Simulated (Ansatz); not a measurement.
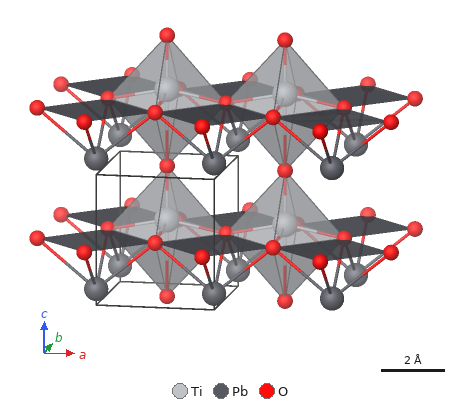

This is a crystal of TiPbO$_{3}$ (set up in P4mm). A polyhedral model of the cell of the calculation, repeated 2 × 1 × 2 with one cell outlined, seen slightly off an axis.

The calculation used Ansatz 0.2.0, DFT PBEsol, scalar-relativistic, plane waves, PAW. (plane-wave cutoff 420 eV; k-point mesh 8 × 8 × 6; occupations gaussian; smearing width 0.02 eV; no spin polarisation)

Now this is done to it. Equal strain along all axes, +3.0 %, is applied. The cell is then held and the atoms relaxed.

The input:
```yaml
crystal:
  lattice:
    - [3.9747159302, 0.0, 0.0]
    - [0.0, 3.9747159302, 0.0]
    - [0.0, 0.0, 4.3959111091]
  atoms:
    - { symbol: Ti, position: [0.5, 0.5, 0.5836761376] }
    - { symbol: Pb, position: [0.0, 0.0, 0.1418071745] }
    - { symbol: O, position: [0.0, 0.5, 0.4908218515] }
    - { symbol: O, position: [0.5, 0.0, 0.4908218515] }
    - { symbol: O, position: [0.5, 0.5, 0.983072995] }
basis:
  ecutwfc: 420
kpoints:
  mp_grid: { grid: [8, 8, 6] }
hamiltonian:
  xc: pbesol
scf:
  occupations: { method: gaussian, width: 0.02 }
output:
  forces: true
  stress: true
  eigenvalues: true
relax:
  adjacent_minimum: "off"
  f_tol: 0.008
  max_steps: 40
```

Command:
```bash
ansatz run input.yaml --threads 1 --pin off --max-ram 2560MiB --backend cpu --events-out ev --progress --plain --runs-dir out
```

What does the calculation give for the changed structure?

Energy change: +31.1 meV per atom. The pressure goes from 0.0 to −7.6 GPa. The principal stresses (compression positive) are −3.8 GPa along c and −9.5 GPa across it. The gap on the k-mesh goes from 1.70 to 1.83 eV. The volume changes by +9.3 %, with a = b 3.859 → 3.975 Å (+3.0 %), c 4.268 → 4.396 Å (+3.0 %). Pb2 moves most relative to the cell: 0.14 Å along +c. Largest moves by element: Pb 0.14 Å, O 0.06 Å, Ti 0.02 Å. Some distances before and after: O–Ti 2.507 → 2.668 Å, O–Ti 1.967 → 2.030 Å, O–Ti 1.761 → 1.728 Å, O–Pb 2.495 → 2.482 Å. The space group stays P4mm (No. 99).

The changed structure in the same view:

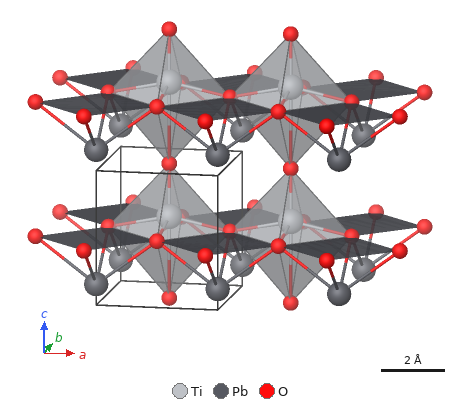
